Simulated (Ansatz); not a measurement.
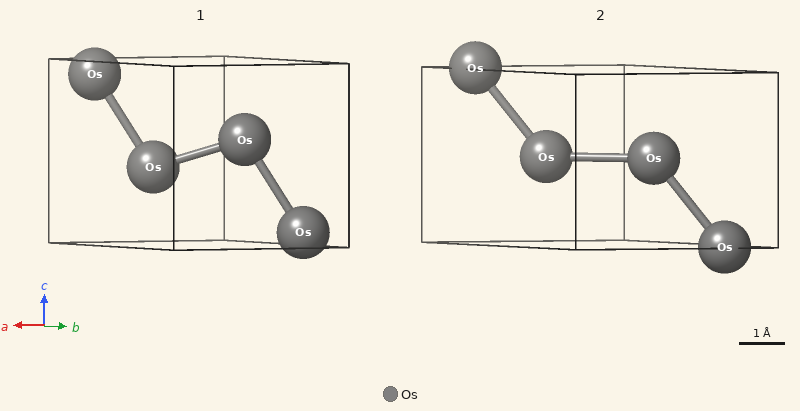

Two geometries of solid Os (built on the alpha-gallium_64 type) (coarse preliminary run), drawn at one scale. One is the start of a relaxation, the other its converged end. A ball-and-stick model of the cell of the calculation, seen from a free direction.

Computed with DFT PBE, scalar-relativistic, plane waves, PAW in Ansatz. Set-up: plane-wave cutoff 420 eV; k-point mesh 6 × 6 × 4; occupations gaussian; smearing width 0.1 eV; no spin polarisation; cell and atoms relaxed; force threshold 0.04 eV/Å; at most 70 steps.

Question: Which one is relaxed?

Answer: Structure 2 is the relaxed one. Case: alpha-gallium type (Cmce, No. 64). After 9 accepted moves (11 points after the start) the energy has fallen by 864 meV per atom. Largest force component: 0.51 eV/Å at the start, 0.003 eV/Å at the end. Pressure: 62.41 GPa at the start and 0.02 GPa at the end. The SCF was repeated twice at an unchanged geometry on a basis and grid sized afresh for the cell, which shifted the energy by 10.6 meV per atom at most. The largest moves relative to the cell, 0.31 Å, are those of Os atoms. Cell: a = b 4.058 → 4.601 Å (+13.4 %), c 4.130 → 3.935 Å (−4.7 %), γ 118.9° → 129.1°. Volume +8.6 %. Among the contacts that change: Os–Os 3.408 → 2.789 Å, Os–Os 2.502 → 2.789 Å, Os–Os 2.228 → 2.504 Å, Os–Os 2.474 → 2.568 Å. New bonds form: Os–Os (3.41 → 2.79 Å). The space group (tolerance 0.01 Å) goes from Cmce (No. 64) to Fmmm (No. 69). The run took roughly 40 core-seconds on a shared host.

Limits of the set-up: the k-point mesh is coarse for a cell with partly filled bands.
